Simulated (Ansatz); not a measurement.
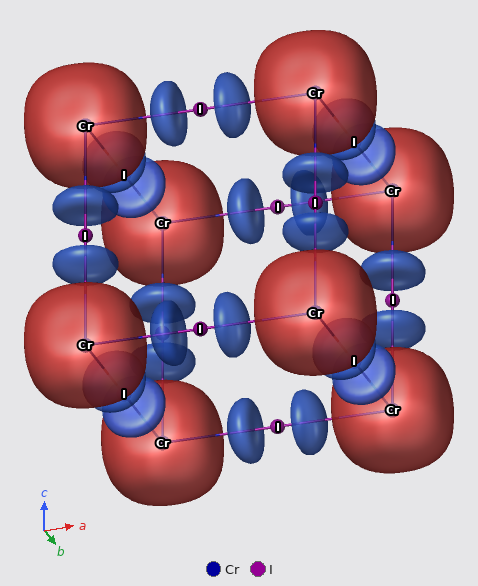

The picture shows: CrI$_{3}$. Isosurfaces of the spin density (up minus down) at +0.02 (red) and −0.02 e/Å³ (blue), seen at an oblique angle. Sticks mark near contacts.

Space group Pm-3m; started from the ReO3 prototype, which need not be the ambient phase; changed on purpose from its base cell (volume × 1.040); spin-polarised.

Computed with Ansatz, DFT PBE, scalar-relativistic, plane waves, PAW.

In a PAW calculation such maps are meaningful between the atoms, not at the nuclei.

Question: Where is the spin, and how is it ordered?

Answer: The spin density sits on Cr: +3.4 μB in one cell of 4 atoms, with smaller moments on other sites: I (up to −0.11 μB): parallel main moments, as they must be, since the calculation's own cell holds one magnetic site. The cell of the calculation (4 atoms) carries 3.2 μB of net spin moment.
